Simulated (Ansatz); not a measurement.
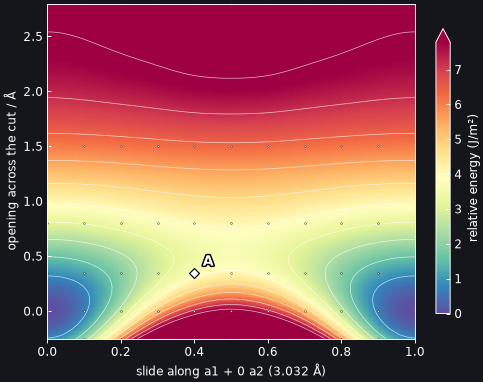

TiB₂ (P6/mmm, No. 191; 9 atoms in the cell). 
- Rigid slide and opening across a plane, one cut a cell; the plane is (0 0 1) of the conventional cell, and the faces at the cut hold Ti and B.
- First axis: slide along a1 + 0 a2 (3.032 Å). Second axis: opening across the cut.
- Nothing is relaxed (rigid halves).
- The scan uses a 10 × 6 grid; 36 points were computed and 24 follow by symmetry.
- Points are written as (first, second).
- Energies: J/m², counted from the lowest grid point.
- Computed with Ansatz 0.2.0, DFT PBE, scalar-relativistic, plane waves, PAW. Settings: cutoff 520 eV, k-mesh 15×15×4 in the order of the run's cell vectors, gaussian smearing 0.15 eV, no spin polarisation.

Drawn: a smooth colour map with a few white contour lines, dots at the grid points, one colour for all values above the top of the scale, the point A. Between grid points the surface is interpolated.

Which way does the force act at A, and how strong is it?

Answer. A, at (0.4, 0.35 Å), is not a stationary point. The computed force is 6.3 J/m² for each unit of the axis towards smaller values of the first coordinate and 3.5 J/m² for each Å towards larger values of opening across the cut.
